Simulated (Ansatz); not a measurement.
**Geometry relaxation, with input and output: Al (part 1 of 2)**

- system: Al (defect cell, 26 atoms in the cell)
- method: DFT PBE, scalar-relativistic, plane waves, PAW, no spin polarisation (Ansatz 0.2.0)

The structure derives from an entry of the Crystallography Open Database.

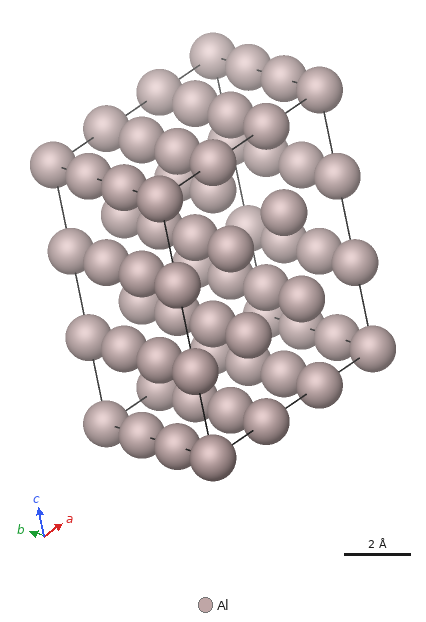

The structure as given in the input (spheres-only view of the cell of the calculation, seen slightly off an axis).

Results in brief

- outcome: converged
- electrons treated: 78
- free energy: −13973.6580 eV
- Fermi energy: 7.487 eV
- gap on the k-point mesh: none (metallic)
- final volume: 445.57 Å³
- largest force (length of the vector) at the end: 0.013 eV/Å
- hardware: 4 threads of Intel Xeon @ 2.70GHz, 189 GiB of memory available, shared host
- wall time: 12 s (CPU time 42 s)
- peak memory: 1 GiB

Input file
```yaml
crystal:
  lattice:
    - [0.0, 6.062185216, -6.062185216]
    - [6.062185216, 6.062185216, 0.0]
    - [6.062185216, 0.0, -6.062185216]
  atoms:
    - { symbol: Al, position: [0.6666666667, 0.0, 0.6666666667] }
    - { symbol: Al, position: [0.6666666667, 0.6666666667, 0.6666666667] }
    - { symbol: Al, position: [0.3333333333, 1.0, 0.6666666667] }
    - { symbol: Al, position: [0.3333333333, 0.3333333333, 0.6666666667] }
    - { symbol: Al, position: [0.3333333333, 0.6666666667, 0.6666666667] }
    - { symbol: Al, position: [0.0, 0.0, 0.6666666667] }
    - { symbol: Al, position: [0.0, 0.3333333333, 0.6666666667] }
    - { symbol: Al, position: [0.0, 0.6666666667, 0.6666666667] }
    - { symbol: Al, position: [0.6666666667, 1.0, 0.3333333333] }
    - { symbol: Al, position: [0.6666666667, 0.3333333333, 0.3333333333] }
    - { symbol: Al, position: [0.6666666667, 0.6666666667, 0.3333333333] }
    - { symbol: Al, position: [0.3333333333, 0.0, 0.3333333333] }
    - { symbol: Al, position: [0.3333333333, 0.3333333333, 0.3333333333] }
    - { symbol: Al, position: [0.3333333333, 0.6666666667, 0.3333333333] }
    - { symbol: Al, position: [0.0, 0.0, 0.3333333333] }
    - { symbol: Al, position: [0.0, 0.3333333333, 0.3333333333] }
    - { symbol: Al, position: [0.0, 0.6666666667, 0.3333333333] }
    - { symbol: Al, position: [0.6666666667, 0.0, 0.0] }
    - { symbol: Al, position: [0.6666666667, 0.3333333333, 0.0] }
    - { symbol: Al, position: [0.6666666667, 0.6666666667, 0.0] }
    - { symbol: Al, position: [0.3333333333, 0.0, 0.0] }
    - { symbol: Al, position: [0.3333333333, 0.3333333333, 0.0] }
    - { symbol: Al, position: [0.3333333333, 0.6666666667, 0.0] }
    - { symbol: Al, position: [0.0, 0.0, 0.0] }
    - { symbol: Al, position: [0.0, 0.3333333333, 0.0] }
    - { symbol: Al, position: [0.0, 0.6666666667, 0.0] }
basis:
  ecutwfc: 420
  xc_grid: 2
kpoints:
  mp_grid: { grid: [3, 3, 3], shift: [0.0, 0.0, 0.0] }
hamiltonian:
  xc: pbe
scf:
  occupations: { method: gaussian, width: 0.1 }
output:
  forces: true
  stress: false
  eigenvalues: true
  write_density: true
  write_potential: true
  elf: true
  volumetric_format: npy
relax:
  adjacent_minimum: "off"
  f_tol: 0.02
  max_steps: 60
```

Run as:
```bash
ansatz run input.yaml --threads 4 --pin off --max-ram 10240MiB --backend cpu --events-out ev --progress --plain --runs-dir out
```

Log
```
Engine: ansatz 0.2.0, x86_64-unknown-linux-gnu
Pseudopotentials: kind: paw
Pseudopotential: Al, paw, valence charge 3, recommended cutoff 420 eV (normal), Al.paw.azcp
Functional definition: PBE
  parameter kappa = 0.804
  parameter beta = 0.06672455060314922
  exchange = pbe_x(kappa = kappa, mu = beta*pi^2/3)
  correlation = pbe_c(beta = beta)
Crystal: 26 atoms, lattice volume = 445.572 Å³
Basis set: ecut = 420 eV, 8657 PW (Γ), exchange–correlation on 120×120×120 points (8 copies of the dense FFT grid, shifted against one another)
Bands: 65, of which v1, the nominal top of the filled ones, is band 39 counted from 1 (38 counted from 0)
Symmetry: 48 space group operations
Space group: Fm-3m (ITA 225), of the structure as read, at distance tolerance 7.6e-5 Å
k-points: 4 of 27
Non-local potential: Al, projectors of the file, l = 0: 2, l = 1: 2, l = 2: 1
PAW form: soft (Blöchl's): semilocal exchange-correlation on the pseudo side does not see the compensation charge
PAW one-centre angular grid: Al, 110 points (default); XC on 64 Gauss nodes
Initial density: superposition of atomic densities (neutral atoms: chi_scale 0, normalization atom), corrected by the library's trained network
Initial wavefunctions: pseudopotential atomic-orbital guess
Functional: x = pbe(κ = 0.804, μ = 0.2195149727645171), c = pbe(β = 0.06672455060314922)
SCF iter   1: F=—  HF=-13973.579681 eV  |F-HF|=—  |Δ(HF+E_count)|=         —  Δρ=1.86e-3  dr2=7.49e-2  ethr=1.77e-3  ⟨swp⟩=8.8  Hψ=1322  notcnv=0
preconditioner: auto → Kerker (q_TF=auto, 2.041 Å⁻¹)  [metal: Δε(μ)=0.087 eV  Ē_g=6.580 eV  σ=0.100 eV  W_gap=0.46  n_scr=58 (ndim 8)  ℏωp=15.5 eV  f_vac=0.000  D(μ)=17.62/eV (n_scr^D=136)]
SCF iter   2: F=—  HF=-13973.569620 eV  |F-HF|=—  |Δ(HF+E_count)|=   1.01e-2  Δρ=1.11e-3  dr2=2.44e-2  ethr=9.60e-5  ⟨swp⟩=1.8  Hψ=304  notcnv=0  defer=2
SCF iter   3: F=—  HF=-13973.565300 eV  |F-HF|=—  |Δ(HF+E_count)|=   4.32e-3  Δρ=1.46e-4  dr2=2.71e-4  ethr=3.13e-5  ⟨swp⟩=2.5  Hψ=335  notcnv=0  defer=2
SCF iter   4: F=—  HF=-13973.565934 eV  |F-HF|=—  |Δ(HF+E_count)|=   6.35e-4  Δρ=6.05e-5  dr2=4.34e-5  ethr=3.47e-7  ⟨swp⟩=2.0  Hψ=348  notcnv=0  defer=2
iter 5 did not close the SCF: its close was put off for the readings that it lacked (scf_convergence_deferred on its scf_iter line)
SCF iter   5: F=-13973.565943 eV  HF=-13973.565942 eV  |F-HF|=5.65e-7  |Δ(HF+E_count)|=   7.88e-6  Δρ=1.77e-5  dr2=4.59e-6  ethr=5.56e-8  ⟨swp⟩=2.2  Hψ=328  notcnv=0  defer=2
SCF iter   6: F=-13973.565944 eV  HF=-13973.565944 eV  |F-HF|=5.74e-8  |Δ(HF+E_count)|=   1.77e-6  Δρ=5.35e-6  dr2=2.81e-7  ethr=5.88e-9  ⟨swp⟩=18.5  Hψ=2103  notcnv=0
SCF 1 converged in 6 iterations: F = -13973.565944 eV  dr2 = 2.81e-7
  greatest PAW one-centre occupation: 0.451 electrons in one spin orbital (limit 2), on the Al atom at site 17 (counted from 0), in its partial waves of l = 0
relax step   1: F+E_penalty+E_count = -13973.56594414 eV  Δ(F+E_penalty+E_count) = +0.000e0 eV  max|allowed force component| = 1.871e-1 eV/Å  Δτ_max = 0.0000 Å  (6 SCF iters, dr2 threshold 1.00e-5 eV, accepted)
Initial density: handed on by an earlier stage of this run
Initial wavefunctions: those handed on with the density
iter 1 solved again at ethr=2.05e-4 eV; its pass at ethr=3.10e-3 eV (dr2=1.60e-1 eV) is discarded
SCF iter   1: F=—  HF=-13973.686287 eV  |F-HF|=—  |Δ(HF+E_count)|=         —  Δρ=2.56e-3  dr2=1.61e-1  ethr=2.05e-4  ⟨swp⟩=1.0  Hψ=877  notcnv=0  defer=50
preconditioner: auto → Resta (q_TF=auto, 2.041 Å⁻¹)  ε∞=6.6  [insulator: Δε(μ)=0.130 eV  Ē_g=6.567 eV  σ=0.100 eV  W_gap=0.55  n_scr=58 (ndim 8)  ℏωp=15.5 eV  f_vac=0.000  D(μ)=21.53/eV (n_scr^D=180)  ε∞_Penn≈6.6]
SCF iter   2: F=—  HF=-13973.653959 eV  |F-HF|=—  |Δ(HF+E_count)|=   3.23e-2  Δρ=1.06e-3  dr2=1.95e-2  ethr=2.05e-4  ⟨swp⟩=2.2  Hψ=288  notcnv=0  defer=50
SCF iter   3: F=—  HF=-13973.649719 eV  |F-HF|=—  |Δ(HF+E_count)|=   4.24e-3  Δρ=2.43e-4  dr2=2.97e-4  ethr=2.50e-5  ⟨swp⟩=2.0  Hψ=299  notcnv=0  defer=50
SCF iter   4: F=—  HF=-13973.650054 eV  |F-HF|=—  |Δ(HF+E_count)|=   3.35e-4  Δρ=3.87e-5  dr2=1.42e-5  ethr=3.80e-7  ⟨swp⟩=2.2  Hψ=386  notcnv=0  defer=50
SCF iter   5: F=-13973.650051 eV  HF=-13973.650053 eV  |F-HF|=1.70e-6  |Δ(HF+E_count)|=   1.22e-6  Δρ=1.02e-5  dr2=2.07e-6  ethr=2.81e-9  ⟨swp⟩=19.8  Hψ=2078  notcnv=0
SCF 2 converged in 5 iterations: F = -13973.650051 eV  dr2 = 2.07e-6
  greatest PAW one-centre occupation: 0.450 electrons in one spin orbital (limit 2), on the Al atom at site 21 (counted from 0), in its partial waves of l = 0
relax step   2: F+E_penalty+E_count = -13973.65005109 eV  Δ(F+E_penalty+E_count) = -8.411e-2 eV  max|allowed force component| = 7.527e-2 eV/Å  Δτ_max = 0.0513 Å  (5 SCF iters, dr2 threshold 2.19e-6 eV, accepted)
SCF iter   1: F=—  HF=-13973.659391 eV  |F-HF|=—  |Δ(HF+E_count)|=         —  Δρ=5.64e-4  dr2=8.14e-3  ethr=1.05e-4  ⟨swp⟩=2.5  Hψ=532  notcnv=0  defer=51
preconditioner: auto → Kerker (q_TF=auto, 2.041 Å⁻¹)  [metal: Δε(μ)=0.048 eV  Ē_g=6.572 eV  σ=0.100 eV  W_gap=0.26  n_scr=58 (ndim 8)  ℏωp=15.5 eV  f_vac=0.000  D(μ)=20.36/eV (n_scr^D=168)]
SCF iter   2: F=—  HF=-13973.658135 eV  |F-HF|=—  |Δ(HF+E_count)|=   1.26e-3  Δρ=3.25e-4  dr2=2.61e-3  ethr=1.04e-5  ⟨swp⟩=1.0  Hψ=300  notcnv=0  defer=51
SCF iter   3: F=—  HF=-13973.657594 eV  |F-HF|=—  |Δ(HF+E_count)|=   5.41e-4  Δρ=3.27e-5  dr2=1.05e-5  ethr=3.35e-6  ⟨swp⟩=2.5  Hψ=312  notcnv=0  defer=51
SCF iter   4: F=—  HF=-13973.658030 eV  |F-HF|=—  |Δ(HF+E_count)|=   4.36e-4  Δρ=9.90e-6  dr2=1.42e-6  ethr=1.34e-8  ⟨swp⟩=2.2  Hψ=350  notcnv=0  defer=51
SCF iter   5: F=—  HF=-13973.658030 eV  |F-HF|=—  |Δ(HF+E_count)|=   1.24e-7  Δρ=3.16e-6  dr2=1.37e-7  ethr=1.82e-9  ⟨swp⟩=2.2  Hψ=323  notcnv=0  defer=51
SCF iter   6: F=-13973.658030 eV  HF=-13973.658030 eV  |F-HF|=2.93e-9  |Δ(HF+E_count)|=   2.00e-8  Δρ=8.27e-7  dr2=6.35e-9  ethr=1.28e-10  ⟨swp⟩=15.5  Hψ=1775  notcnv=0
SCF 3 converged in 6 iterations: F = -13973.658030 eV  dr2 = 6.35e-9
  greatest PAW one-centre occupation: 0.450 electrons in one spin orbital (limit 2), on the Al atom at site 17 (counted from 0), in its partial waves of l = 0
relax step   3: F+E_penalty+E_count = -13973.65803006 eV  Δ(F+E_penalty+E_count) = -7.979e-3 eV  max|allowed force component| = 1.252e-2 eV/Å  Δτ_max = 0.0097 Å  (6 SCF iters, accepted)
```

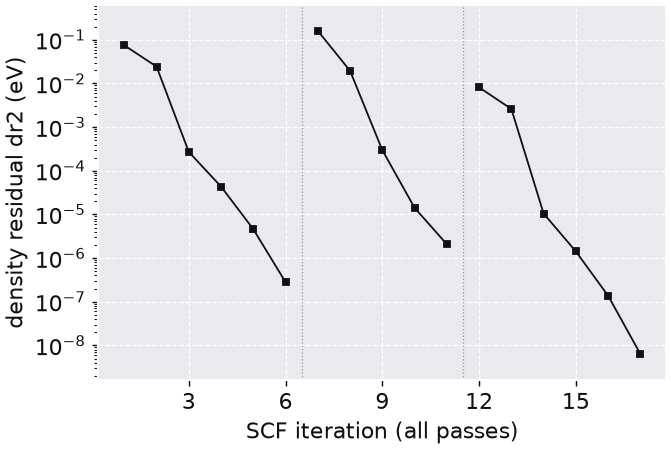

Convergence of the self-consistent field: density residual dr2 against the SCF iteration. The dotted lines part the SCF passes of the relaxation: geometry steps, rejected trials and re-solves on a re-selected basis. The passes take 6, 5 and 6 iterations.

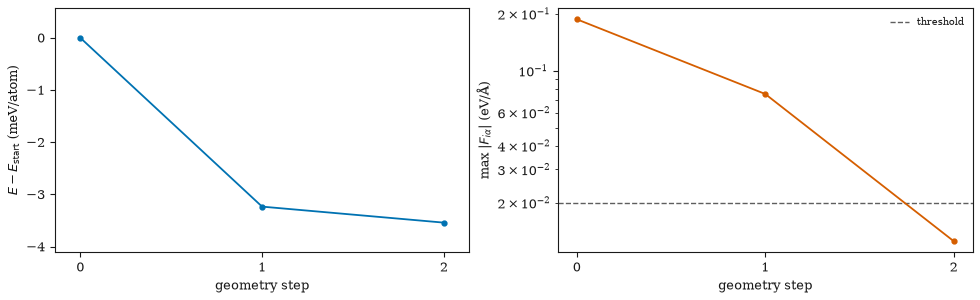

Progress of the relaxation, step by step (the first geometry is step 0 here and step 1 in the log).

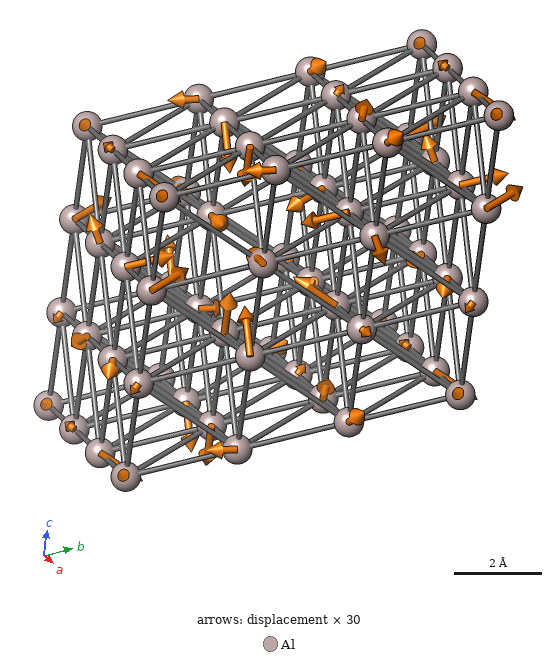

The starting structure with the displacements as orange arrows, magnified 30 times (ball-and-stick view of the cell of the calculation, seen slightly off an axis). Over 2 geometry steps the energy falls by 3.5 meV per atom. Largest force component: 0.19 eV/Å at the start, 0.013 eV/Å at the end. The largest moves, 0.042 Å, are those of 12 atoms (Al1, Al2, Al4, Al5 and others). The cell doesn't change. Among the contacts that change: Al10–Al19 2.858 → 2.941 Å, Al10–Al11 2.858 → 2.816 Å, Al12–Al13 2.858 → 2.899 Å, Al10–Al13 2.858 → 2.879 Å. (Atoms are counted from 1 in the order of the input.)

```
SCF converged after 6 iterations
Free energy (F): -13973.658030 eV
Harris-Foulkes:  -13973.658030 eV  (|F-HF|=2.93e-9)
Internal energy: -13973.555885 eV  (E = F + TS)
E sigma→0 (E₀):  -13973.606958 eV
Entropy (-TS):   -0.102145 eV (-3.929 meV/atom)
Fermi energy:    7.487063 eV
--- Per-component energies (eV) ---
  E_band       = 247.683145
  E_kinetic    = 584.839100
  E_local      = 202.205234  (includes V_loc(G=0)·N_el)
  E_nonlocal   = 268.756281
  E_hartree    = 17.126934
  E_xc         = -1028.935302
  E_vxc        = -747.446600  (∫ρ·V_xc dr)
  E_paw        = -12150.453174  (= ΣΔE_a)
  E_vpaw       = -94.924257  (= ΣTr[D̂ρ^β])
  E_aug_tail   = -0.000057  (compensation charges beyond the density's cutoff)
  E_ewald      = -1867.094901
  E_smearing   = -0.102145  (= −TS)
  E_closure    = 0.000000  (closes the sum)
  Σ components = -13973.658030   (vs F -13973.658030, Δ=0.00e0)
--- Forces (eV/Å), atoms counted from 1 ---
  atom   1  Al     0.00312675     0.00312675     0.00000000
  atom   2  Al    -0.00312675    -0.00312675     0.00000000
  atom   3  Al     0.00155324    -0.00155324    -0.00155324
  atom   4  Al     0.00000000     0.00312675    -0.00312675
  atom   5  Al    -0.00312675     0.00000000    -0.00312675
  atom   6  Al     0.00312675     0.00000000     0.00312675
  atom   7  Al    -0.00000000    -0.00312675     0.00312675
  atom   8  Al    -0.00155324     0.00155324     0.00155324
  atom   9  Al    -0.00155324     0.00155324    -0.00155324
  atom  10  Al     0.00312675     0.00000000    -0.00312675
  atom  11  Al    -0.00000000    -0.00312675    -0.00312675
  atom  12  Al    -0.00155324    -0.00155324     0.00155324
  atom  13  Al     0.00155324     0.00155324     0.00155324
  atom  14  Al     0.00000000     0.00000000    -0.01252139
  atom  15  Al     0.01252139     0.00000000     0.00000000
  atom  16  Al     0.00312675    -0.00312675    -0.00000000
  atom  17  Al    -0.00000000    -0.01252139    -0.00000000
  atom  18  Al    -0.00000000     0.00312675     0.00312675
  atom  19  Al    -0.00312675    -0.00000000     0.00312675
  atom  20  Al     0.00155324    -0.00155324     0.00155324
  atom  21  Al     0.00000000     0.01252139     0.00000000
  atom  22  Al    -0.00312675     0.00312675     0.00000000
  atom  23  Al    -0.01252139    -0.00000000     0.00000000
  atom  24  Al    -0.00000000    -0.00000000     0.01252139
  atom  25  Al    -0.00155324    -0.00155324    -0.00155324
  atom  26  Al     0.00155324     0.00155324    -0.00155324
  max |Σ_I F_I| component: 2.28e-17 eV/Å
--- Band table (eV) ---
  k-point 0: bands = ["-3.4278", "-0.5207", "-0.5207", "-0.5207", "-0.5043", "-0.4914", "-0.4914", "-0.4914", "-0.1734", "0.4547", "0.4547", "0.5408", "0.5408", "0.5408", "1.5151", "4.2552", "4.2552", "4.2552", "4.2932", "4.2932", "4.2932", "4.3681", "4.3681", "4.6193", "4.6193", "4.6193", "5.0118", "6.4571", "6.4571", "6.4571", "6.5300", "6.5718", "6.5718", "6.6619", "6.6619", "6.6619", "7.0267", "7.0267", "7.0267", "7.9789", "7.9897", "7.9897", "7.9897", "7.9920", "7.9920", "7.9920", "8.0032", "8.0032", "8.0032", "8.0701", "8.2307", "8.2307", "8.2774", "8.2774", "8.2774", "8.6535", "8.6535", "8.6535", "10.2109", "12.0894", "12.0894", "12.0894", "12.2399", "12.2399", "12.3513"]
```
